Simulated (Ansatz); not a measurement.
## Run report: WSe₂, single-point calculation

The run: single-point calculation of WSe₂ (P1, 6 atoms in the cell). Method and program: DFT PBEsol, scalar-relativistic, plane waves, PAW, PAW set soft_1, no spin polarisation (Ansatz 0.2.0).

The structure derives from a Materials Project entry. Figures and captions count atoms from 1; the log counts them from 0 in places.

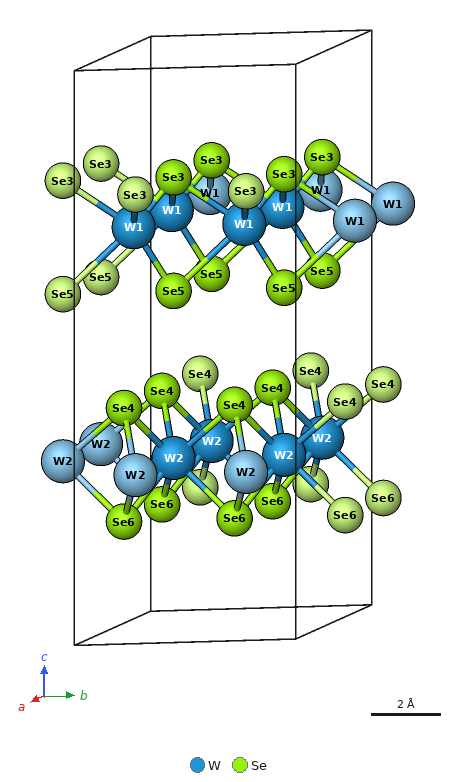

Fig. 1: The structure (ball-and-stick view of the 2 × 2 repeat of the cell, with the vacuum cut short, seen slightly off an axis; neighbours outside the cell are drawn fainter; atoms are numbered from 1 in the order of the input). An atom can appear more than once, as a periodic image.

### Key numbers

| quantity | value |
| --- | --- |
| outcome | converged |
| space group (tolerance 0.01 Å) | P1 (1) |
| electrons treated | 92 |
| free energy | −42208.5547 eV |
| Fermi energy | 5.339 eV |
| gap on the k-point mesh | none (metallic) |
| pressure | 11.99 GPa |
| largest force (length of the vector) | 23.560 eV/Å |
| hardware | 2 threads of Arm Neoverse N1, 98 GiB of memory available, shared host |
| wall time | 2.1 min (CPU time 4.2 min) |
| peak memory | 0.93 GiB |

Warnings of the run: the PAW datasets were made with another functional; the exchange-correlation potential is rough where the density is thin. Spin–orbit coupling is left out, which matters for W.

### The input
```yaml
crystal:
  lattice:
    - [3.2705808386, 0.0, 0.0]
    - [-1.6352904193, 2.8324060913, 0.0]
    - [0.0, 0.0, 23.9869951139]
  atoms:
    - { symbol: W, position: [0.4128891143, 0.3333333333, 0.149157559] }
    - { symbol: W, position: [0.3333333333, 0.6666666667, 0.8623778584] }
    - { symbol: Se, position: [0.3333333333, 0.6666666667, 0.2073407565] }
    - { symbol: Se, position: [0.6666666667, 0.3333333333, 0.9321940382] }
    - { symbol: Se, position: [0.3333333333, 0.6666666667, 0.0678059618] }
    - { symbol: Se, position: [0.6666666667, 0.3333333333, 0.7926592435] }
basis:
  ecutwfc: 420
kpoints:
  mp_grid: { grid: [9, 9, 2] }
hamiltonian:
  xc: pbesol
  pseudopotentials: { kind: paw, azcp: { folder: soft_1 } }
scf:
  occupations: { method: gaussian, width: 0.05 }
output:
  forces: true
  stress: true
  eigenvalues: true
  write_density: true
  write_potential: true
  elf: true
  volumetric_format: npy
```

Launched with:
```bash
ansatz run input.yaml --threads 2 --pin off --max-ram 4096MiB --backend cpu --events-out ev --progress --plain --runs-dir out
```

### What the program printed
```
Warning: [file] the record states the generating functional pbe (its physics header spells it `PBE`), which answers neither for hamiltonian.xc's functional nor for the pbesol family's — results may be inconsistent (PPs are generated against a specific XC)
Warning: [file] the record states the generating functional pbe (its physics header spells it `PBE`), which answers neither for hamiltonian.xc's functional nor for the pbesol family's — results may be inconsistent (PPs are generated against a specific XC)
Engine: ansatz 0.2.0, aarch64-unknown-linux-gnu
Pseudopotentials: kind: paw
Pseudopotential: W, paw, valence charge 14, recommended cutoff 420 eV (normal), [file]
Pseudopotential: Se, paw, valence charge 16, recommended cutoff 420 eV (normal), [file]
Functional definition: PBEsol
  exchange = pbesol_x
  correlation = pbesol_c
Crystal: 6 atoms, lattice volume = 222.206 Å³
Basis set: ecut = 420 eV, 4449 PW (Γ), exchange–correlation on 48×48×324 points (8 copies of the dense FFT grid, shifted against one another)
Bands: 56, of which v1, the nominal top of the filled ones, is band 46 counted from 1 (45 counted from 0)
Symmetry: 1 space group operations
Space group: P1 (ITA 1), of the structure as read, at distance tolerance 6.1e-5 Å
k-points: 82 of 162 (time reversal used)
Non-local potential: W, projectors of the file, l = 0: 3, l = 1: 2, l = 2: 2, l = 3: 1
Non-local potential: Se, projectors of the file, l = 0: 2, l = 1: 2, l = 2: 3, l = 3: 1
PAW form: soft (Blöchl's): semilocal exchange-correlation on the pseudo side does not see the compensation charge
PAW frozen core: W, regenerated for the run's functional, and the local potential with it (the file was generated under x = pbe(κ = 0.804, μ = 0.2195149727645171), c = pbe(β = 0.06672455060314922))
PAW frozen core: Se, regenerated for the run's functional, and the local potential with it (the file was generated under x = pbe(κ = 0.804, μ = 0.2195149727645171), c = pbe(β = 0.06672455060314922))
PAW one-centre angular grid: W, 590 points (default); XC on 64 Gauss nodes
PAW one-centre angular grid: Se, 590 points (default); XC on 64 Gauss nodes
Initial density: superposition of atomic densities (neutral atoms: chi_scale 0, normalization atom)
Initial wavefunctions: pseudopotential atomic-orbital guess
Functional: x = pbesol(κ = 0.804, μ = 0.12345679012345678), c = pbesol(β = 0.046)
SCF iter   1: F=—  HF=-42209.781334 eV  |F-HF|=—  |Δ(HF+E_count)|=         —  Δρ=3.30e-2  dr2=4.82e0  ethr=3.10e-3  ⟨swp⟩=9.7  Hψ=20234  notcnv=0  defer=20
preconditioner: auto → LDOS  [insulator: Δε(μ)=0.134 eV  Ē_g=9.090 eV  σ=0.050 eV  W_gap=0.94  n_scr=58 (ndim 8)  ℏωp=14.9 eV  f_vac=0.451  D(μ)=0.18/eV (n_scr^D=2)  ε∞_Penn≈3.7  β→1.0]
SCF iter   2: F=—  HF=-42211.418604 eV  |F-HF|=—  |Δ(HF+E_count)|=    1.64e0  Δρ=3.59e-2  dr2=1.88e1  ethr=3.10e-3  ⟨swp⟩=4.1  Hψ=11394  notcnv=0  defer=284  recentre
SCF iter   3: F=—  HF=-42208.704675 eV  |F-HF|=—  |Δ(HF+E_count)|=    2.71e0  Δρ=1.14e-2  dr2=7.50e-1  ethr=3.10e-3  ⟨swp⟩=4.3  Hψ=11558  notcnv=0  defer=230
SCF iter   4: F=—  HF=-42208.646155 eV  |F-HF|=—  |Δ(HF+E_count)|=   5.85e-2  Δρ=6.51e-3  dr2=7.20e-1  ethr=8.15e-4  ⟨swp⟩=3.6  Hψ=7175  notcnv=0  defer=265
SCF iter   5: F=—  HF=-42208.568241 eV  |F-HF|=—  |Δ(HF+E_count)|=   7.79e-2  Δρ=2.98e-3  dr2=1.25e-1  ethr=7.83e-4  ⟨swp⟩=3.0  Hψ=6256  notcnv=0  defer=271
SCF iter   6: F=—  HF=-42208.554683 eV  |F-HF|=—  |Δ(HF+E_count)|=   1.36e-2  Δρ=1.10e-3  dr2=2.02e-3  ethr=1.36e-4  ⟨swp⟩=2.4  Hψ=6446  notcnv=0  defer=243
SCF iter   7: F=—  HF=-42208.554577 eV  |F-HF|=—  |Δ(HF+E_count)|=   1.06e-4  Δρ=4.96e-4  dr2=4.45e-4  ethr=2.20e-6  ⟨swp⟩=2.1  Hψ=5795  notcnv=0  defer=243
SCF iter   8: F=—  HF=-42208.554686 eV  |F-HF|=—  |Δ(HF+E_count)|=   1.09e-4  Δρ=1.72e-4  dr2=5.77e-5  ethr=4.84e-7  ⟨swp⟩=2.0  Hψ=5455  notcnv=0  defer=243
SCF iter   9: F=—  HF=-42208.554732 eV  |F-HF|=—  |Δ(HF+E_count)|=   4.55e-5  Δρ=3.97e-5  dr2=4.03e-6  ethr=6.27e-8  ⟨swp⟩=2.1  Hψ=5885  notcnv=0  defer=243
SCF iter  10: F=—  HF=-42208.554733 eV  |F-HF|=—  |Δ(HF+E_count)|=   1.13e-6  Δρ=1.41e-5  dr2=5.94e-7  ethr=4.38e-9  ⟨swp⟩=2.3  Hψ=5765  notcnv=0  defer=243
SCF iter  11: F=-42208.554733 eV  HF=-42208.554733 eV  |F-HF|=3.70e-8  |Δ(HF+E_count)|=   1.83e-7  Δρ=4.31e-6  dr2=2.98e-8  ethr=1.09e-10  ⟨swp⟩=18.0  Hψ=38743  notcnv=0
SCF 1 converged in 11 iterations: F = -42208.554733 eV  dr2 = 2.98e-8
  greatest PAW one-centre occupation: 1.000 electrons in one spin orbital (limit 2), on the Se atom at site 2 (counted from 0), in its partial waves of l = 2
```

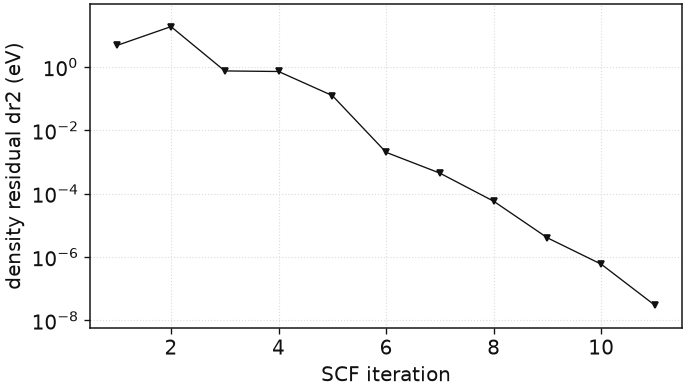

Fig. 2: Convergence of the self-consistent field: density residual dr2 against the SCF iteration. The residual comes down, with one marked jump up, by a factor of about 4, at step 2.

```
WARN: The output density's exchange-correlation potential varies sharply where the density is thin. Do not read a vacuum level from v_tot or v_xc, or from such a field of the output density. On a cell that repeats whose density bears no net charge and no dipole along the vacuum's axis use v_es (v_loc + v_h of the components); under efield.dipole_correction with no amplitude use v_es + v_field, which holds any external_charges[].barrier, or the levels of the report's work_function block, which leave it out; under a non-zero efield.amplitude the vacuum is tilted and has no level; on a cell that repeats and bears such a dipole with no correction it is tilted too, and efield.dipole_correction with no amplitude gives each side of its ramp a level where efield: is served; in a cell that repeats whose density bears a net charge (total_charge, or a fill off its count) it is curved and has none; of a slab under crystal.periodic whose density bears no net charge use v_es, which has a level on each side, short of where the two are joined; of another it falls or rises all the way out and has none; of a slab beside external_charges read slab_vacuum_level instead, which it has where they leave it neutral. The grid or the basis barely resolves most such structure, and the values can differ between equally converged runs; as a rule a tighter scf.convergence.dr2_threshold does not remove it. Where the density itself ripples (under the LDA too) a higher basis.ecutwfc lessens it. The files hold the spikes' plane waves up to the density's cutoff. Files: v_tot_of_output_density and the like, and their columns of v_z.tsv (output.write_potential); v_xc_of_output_density and the like, and their columns of v_comp_z.tsv (output.write_potential_components). Measured: with its Gaussian average of σ = 0.25 Å subtracted twice, the exchange-correlation potential is over 0.1 eV at 84 of the grid points where the equally averaged density (valence and model cores) is under 1e-3 e/Å³, and 0.368 eV at the most among them, at an averaged density of 3.0e-8 e/Å³. The input density's (outcome.potential() and, of a run that writes arrays, v_tot and v_xc) is over 0.1 eV, so measured, at 129 points of its own thin density, 0.155 eV at the most. See output.write_potential in the manual, Limitations
SCF converged after 11 iterations
Free energy (F): -42208.554733 eV
Harris-Foulkes:  -42208.554733 eV  (|F-HF|=3.70e-8)
Internal energy: -42208.553804 eV  (E = F + TS)
E sigma→0 (E₀):  -42208.554268 eV
Entropy (-TS):   -0.000929 eV (-0.155 meV/atom)
Fermi energy:    5.338875 eV
--- Per-component energies (eV) ---
  E_band       = -2446.505996
  E_kinetic    = 1308.132406
  E_local      = -86756.286080  (includes V_loc(G=0)·N_el)
  E_nonlocal   = -1455.179983
  E_hartree    = 43185.794498
  E_xc         = -875.975337
  E_vxc        = -830.984999  (∫ρ·V_xc dr)
  E_paw        = -25247.546764  (= ΣΔE_a)
  E_vpaw       = -1083.760825  (= ΣTr[D̂ρ^β])
  E_aug_tail   = -0.001216  (compensation charges beyond the density's cutoff)
  E_ewald      = 27628.031151
  E_core_change = 4.477523  (= ΣΔE_core)
  E_smearing   = -0.000929  (= −TS)
  E_closure    = -0.000000  (closes the sum)
  Σ components = -42208.554733   (vs F -42208.554733, Δ=0.00e0)
--- Forces (eV/Å), atoms counted from 1 ---
  atom   1  W     11.28642952   -10.57816047   -17.52920048
  atom   2  W     -0.01142964    -0.00314932     0.00008484
  atom   3  Se   -10.23536716    10.33646195    18.53233062
  atom   4  Se    -0.01622238     0.00184655     0.01612597
  atom   5  Se    -1.02319340     0.24234569    -1.01747932
  atom   6  Se    -0.00024497     0.00067676    -0.00179379
  max |Σ_I F_I| component: 6.78e-5 eV/Å
--- Stress (GPa, compression-positive) ---
        7.003989      -7.463724      -8.741130
       -7.463724       8.932664      10.065105
       -8.741129      10.065103      20.028923
  P = ⅓ Tr σ = 11.9885 GPa (119.885 kbar)
--- Band table (eV; the first three rows and the last of 82) ---
  k-point 0: bands = ["-69.3722", "-69.2665", "-44.1901", "-44.0499", "-44.0359", "-44.0121", "-44.0046", "-43.0270", "-43.0269", "-43.0187", "-43.0187", "-42.9985", "-42.9982", "-42.9864", "-42.9863", "-42.9856", "-42.9854", "-42.9762", "-42.9717", "-42.9538", "-42.9392", "-42.9228", "-34.3193", "-33.6449", "-33.5902", "-33.4885", "-33.4884", "-33.1422", "-10.9206", "-10.3842", "-9.2155", "-8.9985", "-2.4297", "-1.8127", "0.4291", "0.9535", "1.5658", "2.1912", "2.1913", "2.5897", "2.9109", "3.3534", "3.3536", "3.9676", "4.1623", "4.3158", "6.2716", "6.9806", "7.2007", "7.5825", "7.5827", "7.7674", "7.7684", "8.7199", "8.8143", "9.0809"]
  k-point 1: bands = ["-69.3722", "-69.2665", "-44.1901", "-44.0499", "-44.0359", "-44.0121", "-44.0046", "-43.0270", "-43.0269", "-43.0187", "-43.0187", "-42.9985", "-42.9982", "-42.9864", "-42.9863", "-42.9856", "-42.9854", "-42.9762", "-42.9717", "-42.9538", "-42.9392", "-42.9228", "-34.3192", "-33.6449", "-33.5902", "-33.4885", "-33.4884", "-33.1422", "-10.9206", "-10.3842", "-9.2155", "-8.9985", "-2.4297", "-1.8127", "0.4291", "0.9535", "1.5658", "2.1912", "2.1913", "2.5897", "2.9109", "3.3535", "3.3537", "3.9676", "4.1623", "4.3158", "6.2716", "6.9806", "7.2008", "7.5825", "7.5827", "7.7674", "7.7684", "8.7226", "8.8296", "9.0368"]
  k-point 2: bands = ["-69.3709", "-69.2651", "-44.1895", "-44.0500", "-44.0349", "-44.0121", "-44.0045", "-43.0270", "-43.0263", "-43.0187", "-43.0181", "-42.9986", "-42.9984", "-42.9864", "-42.9862", "-42.9858", "-42.9855", "-42.9758", "-42.9715", "-42.9537", "-42.9391", "-42.9227", "-34.3244", "-33.6387", "-33.6078", "-33.5185", "-33.4954", "-33.1553", "-10.7375", "-10.1940", "-9.1150", "-8.9060", "-2.1706", "-1.5791", "-0.0204", "1.1074", "1.2275", "1.6439", "2.1693", "2.3764", "3.0174", "3.0451", "3.3845", "3.7624", "4.0250", "4.3371", "6.2598", "6.4618", "6.8347", "7.1093", "7.2430", "7.5287", "7.8946", "8.5174", "9.2425", "9.5067"]
  k-point 81: bands = ["-69.3619", "-69.2564", "-44.1895", "-44.0470", "-44.0360", "-44.0125", "-44.0027", "-43.0266", "-43.0230", "-43.0184", "-43.0146", "-43.0000", "-42.9990", "-42.9871", "-42.9863", "-42.9849", "-42.9843", "-42.9749", "-42.9696", "-42.9531", "-42.9381", "-42.9230", "-34.3271", "-33.7054", "-33.6283", "-33.5965", "-33.5572", "-33.3338", "-9.5268", "-8.5437", "-8.1934", "-7.8381", "-2.0712", "-1.4452", "-1.3506", "-0.3806", "-0.2053", "0.0247", "0.3028", "1.2832", "1.8687", "2.4457", "2.5852", "3.5782", "3.8664", "4.9964", "5.6821", "6.7110", "6.8106", "6.9556", "7.2731", "7.9276", "8.5206", "9.0065", "10.0788", "10.4745"]
```

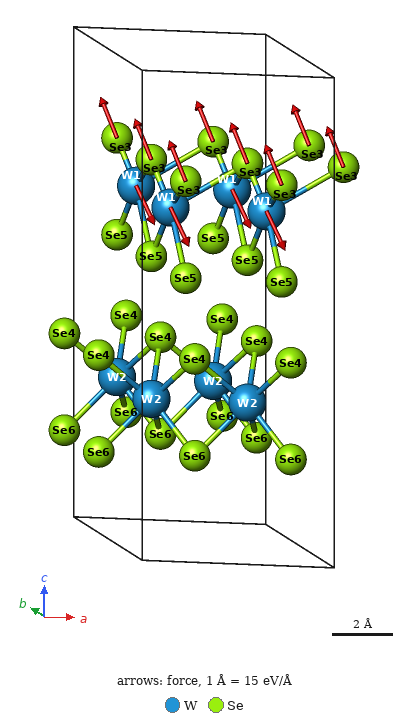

Fig. 3: Forces on the atoms as red arrows (ball-and-stick view of the 2 × 2 repeat of the cell, with the vacuum cut short, seen slightly off an axis; bonded neighbours outside the cell are drawn too; atoms are numbered from 1 in the order of the input); the smallest are left out. The largest act on Se3 (23.56 eV/Å); W1 (23.38 eV/Å). The geometry is not a stationary point of this energy.

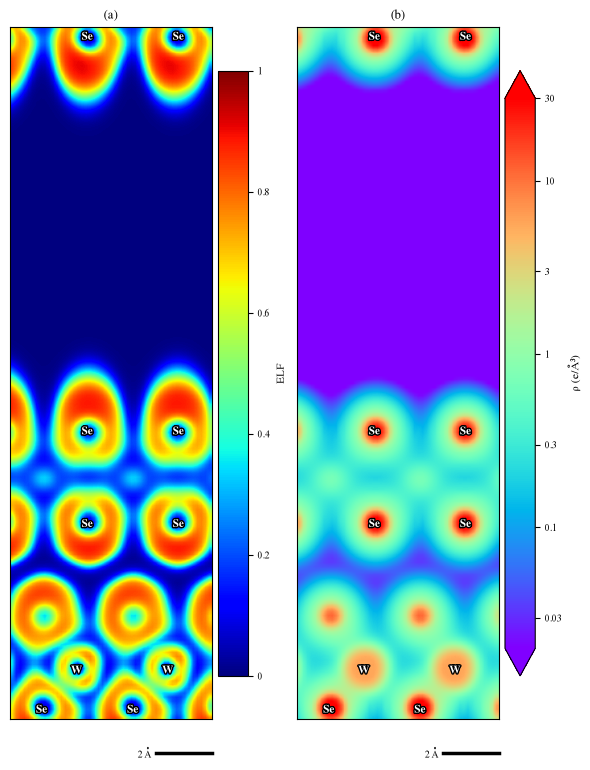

Fig. 4: (a) ELF; (b) valence electron density on the (011) plane of the conventional cell. W–Se (1.87 Å): ρ at the midpoint is about 1.8 e/Å³; the ELF is about 0.55 at the midpoint. The density dies away to nearly zero in the voids. The strong features right at W lie inside the PAW spheres (semicore, d or f shells) and say nothing about bonding. The fields are those of the smooth PAW valence density.
